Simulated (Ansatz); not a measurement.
Here is a crystal structure:

```
CELL_PARAMETERS angstrom
3.81370 0.00000 0.00000
0.00000 3.81370 0.00000
0.00000 0.00000 4.88691
ATOMIC_POSITIONS crystal
Sn 0.00000 0.50000 0.23537
Sn 0.50000 0.00000 0.76463
O 0.50000 0.50000 0.00000
O 0.00000 0.00000 0.00000
```

Characterise the structure given above.

Answer. It has the composition SnO. The space group is P4/nmm (No. 129); the lattice is primitive tetragonal. The cell comprises 2 formula units: 2 Sn, 2 O. Each Sn atom is coordinated by four O at 2.23 Å. Each O is bonded to four Sn in a distorted tetrahedral arrangement at 2.23 Å. The bonds build SnO layers parallel to (001).

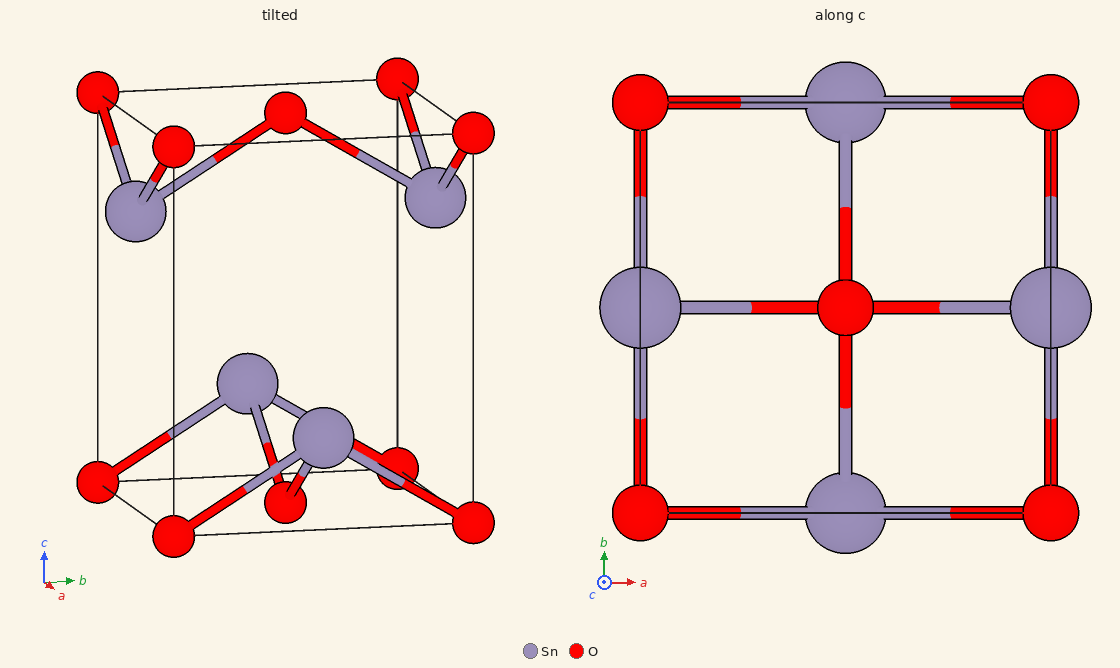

Crystal structure, ball-and-stick style, seen slightly off an axis and along the c axis. The box is the conventional unit cell; atoms on or close to its faces, edges and corners are drawn wherever they repeat. Colours: tin purple, oxygen red.

The initial geometry was a structure listed in the Materials Project. Earlier steps of the study may have refined or changed the cell and positions. It was run through Ansatz as a DFT input.
